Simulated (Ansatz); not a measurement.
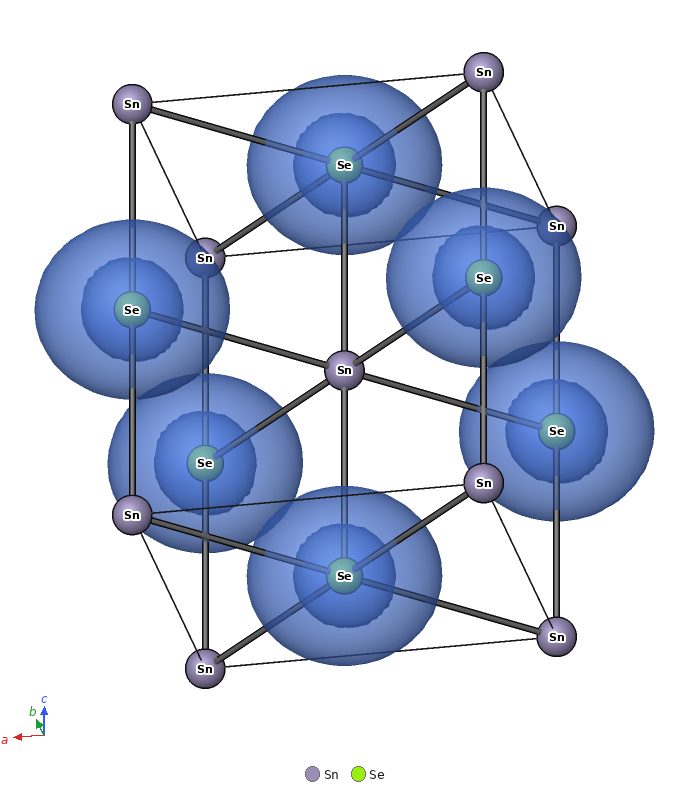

SnSe. Isosurface of the electron localisation function at 0.7 (blue), seen at an oblique angle. Only the valence region is drawn (cores and ρ < 0.01 e/Å³ removed). Sticks mark near contacts.

Space group I4/mmm; changed on purpose from its base cell (strain -0.1000 x Voigt [1, 0, 0, 0, 0, 0], atoms carried along); computed pressure about 10 GPa in this cell.

Level of theory: DFT LDA, scalar-relativistic, plane waves, PAW (Ansatz 0.2.0).

In a PAW calculation such maps are meaningful between the atoms, not at the nuclei.

Question: Identify the bonds, lone pairs and shells in this picture.

Answer: At this value the surface marks out two regions wrapped around Se (the valence shell of each), counted in one cell of 4 atoms. Regions shared between cells count once. Along the contacts the grid gives the following. Sn–Se (2.65 Å): the ELF is about 0.45 at the midpoint. Sn–Se (2.95 Å): the ELF is about 0.40 at the midpoint.

Question: Metal or insulator at this level of theory?

Answer: It is gapped, with a Kohn–Sham gap of 0.32 eV on the k-point mesh (the band edges may lie off the mesh, which would make the gap smaller).
